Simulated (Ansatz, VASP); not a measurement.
## CdTe in two plane-wave programs

One calculation is typed for both programs; each brings its own data sets and cutoff. How far apart do they land?

Method: plane waves, with VASP 6.6.1 beside it; single point at r2SCAN, in Ansatz 0.2.0.

**1. Set-up**

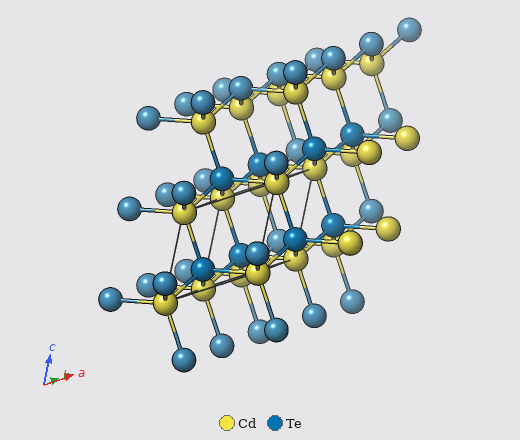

The cell as given, slightly off an axis (cadmium yellow, tellurium blue). 2×2×2 cells are drawn. Some periodic images of atoms are drawn too.

Structure file:

```xyz
2
Lattice="0.0000 3.2400 3.2400 3.2400 0.0000 3.2400 3.2400 3.2400 0.0000" Properties=species:S:1:pos:R:3 pbc="T T T"
Cd   -0.0396    0.0233    0.0427
Te    1.5881    1.6432    1.6777
```

**2. VASP: single point, r2SCAN**

With cell and atoms fixed, the geometry can't cause a difference; cores, projectors, grids and the points listed under the comparison can.

Lines of VASP's logs that name or quote its potential files are left out, and so is its time.

The input, INCAR:

```
SYSTEM = CdTe
PREC = Accurate
ENCUT = 400
EDIFF = 1E-06
NELM = 100
ISMEAR = -1
SIGMA = 0.05
LREAL = .FALSE.
ALGO = Normal
METAGGA = R2SCAN
LASPH = .TRUE.
NBANDS = 15
LORBIT = 11
LWAVE = .FALSE.
LCHARG = .FALSE.
KPAR = 2
ISIF = 2
```

The input, POSCAR:

```
CdTe
1.0
    0.0000000000      3.2400000000      3.2400000000
    3.2400000000      0.0000000000      3.2400000000
    3.2400000000      3.2400000000      0.0000000000
Cd Te
1 1
Direct
    0.0162910000     -0.0031100000     -0.0091070000
    0.2674050000      0.2504050000      0.2397570000
```

The input, KPOINTS:

```
Automatic mesh
0
Gamma
6 6 6
0 0 0
```

Potentials, in the order of the species: Cd and Te (PBE family, release 64).

The run is started by

```sh
$ mpirun -np 2 vasp_std
```

Numbers of over 12 decimals in the logs are rounded to 6 here.

What it wrote:

```text
[banner, memory and clock lines left out]
running    2 mpi-ranks, on    1 nodes
 distrk:  each k-point on    1 cores,    2 groups
 distr:  one band on    1 cores,    1 groups

 POSCAR found type information on POSCAR CdTe
 POSCAR found :  2 types and       2 ions
|                                                                             |
|               ----> ADVICE to this user running VASP <----                  |
|                                                                             |
|     You enforced a specific xc type in the INCAR file but a different       |
|     [... a line on the potential file left out ...]
|     I HOPE YOU KNOW WHAT YOU ARE DOING!                                     |
|                                                                             |

 LDA part: xc-table for (None), standard interpolation
 POSCAR, INCAR and KPOINTS ok, starting setup
 FFT: planning ... GRIDC
 FFT: planning ... GRID_SOFT
 FFT: planning ... GRID
 WAVECAR not read
 entering main loop
       N       E                     dE             d eps       ncg     rms          rms(c)
DAV:   1     0.439828279828E+02    0.43983E+02   -0.73690E+03  3408   0.860E+02
DAV:   2    -0.480618423313E+02   -0.92045E+02   -0.88424E+02  4053   0.234E+02
DAV:   3    -0.511699131617E+02   -0.31081E+01   -0.31042E+01  4046   0.459E+01
DAV:   4    -0.511932710311E+02   -0.23358E-01   -0.23357E-01  5087   0.354E+00
DAV:   5    -0.511933685663E+02   -0.97535E-04   -0.97535E-04  4368   0.169E-01    0.555E+00
DAV:   6    -0.466417073085E+02    0.45517E+01   -0.29419E+00  3500   0.224E+01    0.691E+00
DAV:   7    -0.466131330315E+02    0.28574E-01   -0.11835E-01  3647   0.380E+00    0.458E+00
DAV:   8    -0.466221249966E+02   -0.89920E-02   -0.81278E-02  4032   0.310E+00    0.944E-01
DAV:   9    -0.466251462806E+02   -0.30213E-02   -0.63172E-03  4445   0.637E-01    0.357E-01
DAV:  10    -0.466248563519E+02    0.28993E-03   -0.19481E-03  3808   0.493E-01    0.652E-02
DAV:  11    -0.466248539325E+02    0.24194E-05   -0.98258E-05  4410   0.132E-01    0.429E-02
DAV:  12    -0.466248627013E+02   -0.87688E-05   -0.43460E-05  4025   0.844E-02    0.199E-02
DAV:  13    -0.466248616578E+02    0.10435E-05   -0.95073E-06  4088   0.337E-02    0.693E-03
DAV:  14    -0.466248616750E+02   -0.17230E-07   -0.18493E-07  2674   0.364E-03
   1 F= -.46624862E+02 E0= -.46624862E+02  d E =-.685945E-07
```

Parts of OUTCAR (step 2):

```text
ion  position               nearest neighbor table
   1  0.016  0.997  0.991-   2 2.79   2 2.80   2 2.81   2 2.82
   2  0.267  0.250  0.240-   1 2.79   1 2.80   1 2.81   1 2.82

  LATTYP: Found a face centered cubic cell.
 ALAT       =     6.4800000000

 Subroutine GETGRP returns: Found  1 space group operations
 (whereof  1 operations were pure point group operations)

The static configuration has the point symmetry C_1 .

 Found    112 irreducible k-points:

   k-points           NKPTS =    112   k-points in BZ     NKDIM =    112   number of bands    NBANDS=     15

   dimension x,y,z NGX =    30 NGY =   30 NGZ =   30
   dimension x,y,z NGXF=    60 NGYF=   60 NGZF=   60

   ENCUT  =  400.0 eV  29.40 Ry    5.42 a.u.   7.47  7.47  7.47*2*pi/ulx,y,z

   NELECT =      18.0000    total number of electrons

 k-points in reciprocal lattice and weights: Automatic mesh
   0.00000000  0.00000000  0.00000000       0.005
   0.16666667  0.00000000  0.00000000       0.009
   0.00000000  0.16666667  0.00000000       0.009
   0.00000000  0.00000000  0.16666667       0.009
   0.16666667  0.16666667  0.16666667       0.009
   0.33333333  0.00000000  0.00000000       0.009
   0.00000000  0.33333333  0.00000000       0.009
   0.00000000  0.00000000  0.33333333       0.009
   0.33333333  0.33333333  0.33333333       0.009
[...]
-0.33333333  0.16666667  0.50000000       0.009
   0.16666667  0.50000000 -0.33333333       0.009

 average (electrostatic) potential at core
       1 -44.6053       2 -96.3093

 E-fermi :   2.7733

 k-point     1 :       0.0000    0.0000    0.0000
  band No.  band energies     occupation
    ...
      5      -6.1686      2.00000
      6      -6.1685      2.00000
      7       2.0945      2.00000
      8       2.1081      2.00000
      9       2.1206      2.00000
     10       3.3802      0.00001
     11       7.1246      0.00000
     12       7.1345      0.00000
     13       7.1460      0.00000
     14      10.0416      0.00000
    ...

 k-point     2 :       0.1667    0.0000    0.0000
  band No.  band energies     occupation
    ...
      5      -6.1699      2.00000
      6      -6.1696      2.00000
      7       0.4170      2.00000
      8       1.8640      2.00000
      9       1.8908      2.00000
     10       4.4027      0.00000
     11       7.2394      0.00000
     12       7.4647      0.00000
     13       7.4997      0.00000
     14      11.0218      0.00000
    ...

 k-point     3 :       0.0000    0.1667    0.0000
  band No.  band energies     occupation
    ...
      5      -6.1700      2.00000
      6      -6.1699      2.00000
      7       0.4064      2.00000
      8       1.8708      2.00000
      9       1.8879      2.00000
     10       4.4090      0.00000
     11       7.2438      0.00000
     12       7.4715      0.00000
     13       7.4934      0.00000
     14      11.0215      0.00000
    ...

  Total        0.5810102      0.5816031      0.5797368     -0.0989693     -0.0512329      0.0021800
  in kB       13.6845120     13.6984770     13.6545202     -2.3310199     -1.2066873      0.0513458
  external PRESSURE =      13.6791697 kB  Pullay stress =       0.0000000 kB

  energy-cutoff  :      400.00
  volume of cell :       68.02
      direct lattice vectors                 reciprocal lattice vectors
     0.000000000  3.240000000  3.240000000    -0.154320988  0.154320988  0.154320988
     3.240000000  0.000000000  3.240000000     0.154320988 -0.154320988  0.154320988
     3.240000000  3.240000000  0.000000000     0.154320988  0.154320988 -0.154320988

 POSITION                                       TOTAL-FORCE (eV/Angst)
 -----------------------------------------------------------------------------------
      6.44042      3.26328      3.28271         0.036444     -0.002253      0.070459
      1.58812      1.64320      1.67770        -0.036444      0.002253     -0.070459
 -----------------------------------------------------------------------------------
    total drift:                                0.000488      0.000445      0.000035

  FREE ENERGIE OF THE ION-ELECTRON SYSTEM (eV)
  ---------------------------------------------------
  free  energy   TOTEN  =       -46.6248616750 eV

  energy  without entropy=      -46.6248616064  energy(sigma->0) =      -46.62486164

 total charge
# of ion       s       p       d       tot
------------------------------------------
    1        0.450   0.314   9.544  10.308
    2        1.351   2.113   0.021   3.485
--------------------------------------------------
tot          1.801   2.427   9.565  13.793

[... 3 further parts left out ...]
```

The run ends at a pressure of 1.37 GPa, with forces up to 0.079 eV/Å.

**3. Ansatz: single point, r2SCAN**

Ansatz runs on its default PAW (the set named soft_2) files.

The same cell, functional, mesh and smearing now go to Ansatz, which takes its cutoff from its data sets.

The input, input.yaml:

```yaml
crystal:
  lattice:
    - [0.0, 3.24, 3.24]
    - [3.24, 0.0, 3.24]
    - [3.24, 3.24, 0.0]
  atoms:
    - { symbol: Cd, position: [0.016291, -0.00311, -0.009107] }
    - { symbol: Te, position: [0.267405, 0.250405, 0.239757] }
hamiltonian:
  xc: r2scan
  pseudopotentials: { kind: paw }
kpoints:
  mp_grid: { grid: [6, 6, 6] }
scf:
  occupations: { method: fermi_dirac, width: 0.05 }
  n_extra_bands: 4
output:
  forces: true
  stress: true
  eigenvalues: true
```

The run is started by

```sh
$ ansatz run input.yaml --threads 2 --pin off --max-ram 4608MiB --backend cpu --events-out ev --progress --plain --runs-dir out
```

What it wrote:

```text
scf.n_extra_bands = 4 over 18 filled bands (N_el = 36.0): the run solves 22 bands
Engine: ansatz 0.2.0, aarch64-unknown-linux-gnu
Pseudopotentials: kind: paw
Pseudopotential: Cd, paw, valence charge 20, recommended cutoff 500 eV (meta_gga), Cd.paw.azcp
Pseudopotential: Te, paw, valence charge 16, recommended cutoff 500 eV (meta_gga), Te.paw.azcp
Functional definition: r2SCAN
  parameter k0 = 0.174
  parameter k1 = 0.065
  parameter a1 = 4.9479
  exchange = r2scan_x(k0 = k0, k1 = k1, a1 = a1)
  correlation = r2scan_c
Crystal: 2 atoms, lattice volume = 68.024 Å³
Basis set: ecut = 500 eV, 1759 PW (Γ), exchange–correlation on 144×144×144 points (64 copies of the dense FFT grid, shifted against one another)
Bands: 22, of which v1, the nominal top of the filled ones, is band 18 counted from 1 (17 counted from 0)
Symmetry: 1 space group operations
Space group: P1 (ITA 1), of the structure as read, at distance tolerance 4.1e-5 Å
k-points: 112 of 216 (time reversal used)
Non-local potential: Cd, projectors of the file, l = 0: 3, l = 1: 2, l = 2: 2, l = 3: 1
Non-local potential: Te, projectors of the file, l = 0: 2, l = 1: 2, l = 2: 2, l = 3: 2
PAW form: soft (Blöchl's): semilocal exchange-correlation on the pseudo side does not see the compensation charge
PAW frozen core: Cd, regenerated for the run's functional (the file was generated under x = pbe(κ = 0.804, μ = 0.219515), c = pbe(β = 0.066725))
PAW frozen core: Te, regenerated for the run's functional (the file was generated under x = pbe(κ = 0.804, μ = 0.219515), c = pbe(β = 0.066725))
PAW one-centre angular grid: Cd, 590 points (default); XC on 160 Gauss nodes
PAW one-centre angular grid: Te, 590 points (default); XC on 160 Gauss nodes
Initial density: superposition of atomic densities (neutral atoms: chi_scale 0, normalization atom), corrected by the library's trained network
Initial wavefunctions: pseudopotential atomic-orbital guess
Functional: x = r2scan, c = r2scan; τ floored in thin density (d = 2e-4 eV/Å³)
SCF iter   1: F=—  HF=-15264.116528 eV  |F-HF|=—  |Δ(HF+E_count)|=         —  Δρ=4.47e-3  dr2=8.34e-3  dr2_τ=1.08e-2  ethr=1.77e-3  ⟨swp⟩=6.1  Hψ=11737  notcnv=0
preconditioner: auto → none  [insulator: Δε(μ)=1.220 eV  Ē_g=12.076 eV  σ=0.050 eV  W_gap=1.00  n_scr=14 (ndim 8)  ℏωp=19.1 eV  f_vac=0.192  D(μ)=0.00/eV (n_scr^D=0)  ε∞_Penn≈3.5]
SCF iter   2: F=—  HF=-15264.123103 eV  |F-HF|=—  |Δ(HF+E_count)|=   6.58e-3  Δρ=2.28e-3  dr2=1.50e-3  dr2_τ=3.37e-4  ethr=2.32e-5  ⟨swp⟩=2.9  Hψ=5866  notcnv=0
SCF iter   3: F=—  HF=-15264.123685 eV  |F-HF|=—  |Δ(HF+E_count)|=   5.82e-4  Δρ=1.07e-3  dr2=3.65e-4  dr2_τ=4.64e-5  ethr=4.18e-6  ⟨swp⟩=2.0  Hψ=3352  notcnv=0
SCF iter   4: F=—  HF=-15264.123882 eV  |F-HF|=—  |Δ(HF+E_count)|=   1.97e-4  Δρ=9.94e-5  dr2=6.02e-6  dr2_τ=3.39e-7  ethr=1.01e-6  ⟨swp⟩=2.0  Hψ=4480  notcnv=0
SCF iter   5: F=—  HF=-15264.123875 eV  |F-HF|=—  |Δ(HF+E_count)|=   6.73e-6  Δρ=2.70e-5  dr2=2.00e-7  dr2_τ=1.91e-8  ethr=1.67e-8  ⟨swp⟩=2.3  Hψ=4132  notcnv=0
SCF iter   6: F=-15264.123875 eV  HF=-15264.123875 eV  |F-HF|=6.76e-9  |Δ(HF+E_count)|=   1.99e-7  Δρ=5.39e-6  dr2=7.13e-9  dr2_τ=1.04e-9  ethr=2.78e-10  ⟨swp⟩=6.9  Hψ=11101  notcnv=0
SCF 1 converged in 6 iterations: F = -15264.123875 eV  dr2 = 7.13e-9
  greatest PAW one-centre occupation: 1.001 electrons in one spin orbital (limit 2), on the Cd atom at site 0 (counted from 0), in its partial waves of l = 1
SCF converged after 6 iterations
Free energy (F): -15264.123875 eV
Harris-Foulkes:  -15264.123875 eV  (|F-HF|=6.76e-9)
Internal energy: -15264.123875 eV  (E = F + TS)
E sigma→0 (E₀):  -15264.123875 eV
Entropy (-TS):   -0.000000 eV (-0.000 meV/atom)
Fermi energy:    7.887544 eV
--- Per-component energies (eV) ---
  E_band       = -827.033432
  E_kinetic    = 686.011745
  E_local      = -5420.800724  (includes V_loc(G=0)·N_el)
  E_nonlocal   = -275.709753
  E_hartree    = 2735.197449
  E_xc         = -283.668949
  E_vxc        = -357.906948  (∫ρ·V_xc dr)
  E_paw        = -8792.889757  (= ΣΔE_a)
  E_vpaw       = -953.258534  (= ΣTr[D̂ρ^β])
  E_aug_tail   = -0.000033  (compensation charges beyond the density's cutoff)
  E_vtau       = 24.235769  (kinetic-family band-sum trace: ∫τ·v_τ [+ j·A + Jᵃ·Aᵃ] dr)
  E_ewald      = -3911.983939
  E_core_change = -0.279915  (= ΣΔE_core)
  E_smearing   = -0.000000  (= −TS)
  E_closure    = 0.000000  (closes the sum)
  Σ components = -15264.123875   (vs F -15264.123875, Δ=0.00e0)
--- Forces (eV/Å), atoms counted from 1 ---
  atom   1  Cd     0.03572002    -0.00214102     0.06944005
  atom   2  Te    -0.03572019     0.00214139    -0.06944153
  max |Σ_I F_I| component: 1.47e-6 eV/Å
--- Stress (GPa, compression-positive) ---
        1.586281      -0.229644       0.005738
       -0.229644       1.587363      -0.118088
        0.005738      -0.118088       1.583267
  P = ⅓ Tr σ = 1.5856 GPa (15.856 kbar)
--- Band table (eV; the first three rows and the last of 112) ---
  k-point 0: bands = [... 14 lower, -1.0968, 7.2051, 7.2185, 7.2306, 8.4982, 12.2607, 12.2705, 12.2819]
  k-point 1: bands = [... 14 lower, -1.0976, 5.5454, 6.9743, 7.0009, 9.5130, 12.3550, 12.5995, 12.6337]
  k-point 2: bands = [... 14 lower, -0.9814, 3.6223, 6.5823, 6.6196, 9.5748, 12.8474, 12.9128, 13.9018]
  k-point 111: bands = [... 14 lower, -0.7145, 2.7575, 6.4206, 6.4481, 9.4430, 12.7941, 12.8414, 14.6087]
```

Wall time 33 s (2 threads of Arm Neoverse N1, shared host); peak memory 0.64 GiB.

The run ends at a pressure of 1.59 GPa, with forces up to 0.078 eV/Å.

**4. Side by side**

Known differences besides the PAW data sets themselves: VASP keeps PBE cores, Ansatz makes them for the functional; the data sets hold 36 valence electrons in Ansatz (default PAW (the set named soft_2) files) and 18 in VASP; the cutoff is 500 eV in Ansatz and 400 eV in VASP. Total energies have different zeros and are not compared.

The two programs side by side:

| quantity | Ansatz | VASP | difference |
| --- | --- | --- | --- |
| pressure (GPa) | 1.59 | 1.37 | +0.22 |
| gap on the k mesh (eV) | 1.268 | 1.260 | +0.008 |

Forces (eV/Å; atoms numbered as in POSCAR):

```csv
atom,"Ansatz x, y, z","VASP x, y, z"
Cd1,"0.036, -0.002, 0.069","0.036, -0.002, 0.070"
Te2,"-0.036, 0.002, -0.069","-0.036, 0.002, -0.070"
```

The forces differ by 0.7 meV/Å r.m.s., which is 1.6 % of the r.m.s. force of 0.05 eV/Å (both taken over all components).

**5. Results**

```
r.m.s. force difference (single point, r2SCAN) : 0.72 meV/Å
```

In words: The r.m.s. force difference is 0.72 meV/Å (single point, r2SCAN), within the 12 meV/Å picked in this series as the mark of a large difference. Differences of this kind measure data sets and numerical settings, not the functional's error against experiment.

[Lines on the potential files, build, host, timing and source positions are cut from VASP's logs without a mark.]

[Logs are printed without paths, hosts, clocks, repeated set-up lines and the standing remarks that a program may print on its own settings, such as how far it seeks lower states.]

[Hosts, paths, dates, database ids (printed as entryN), source tags and the programs' standing remarks are cut or masked in the printed files.]
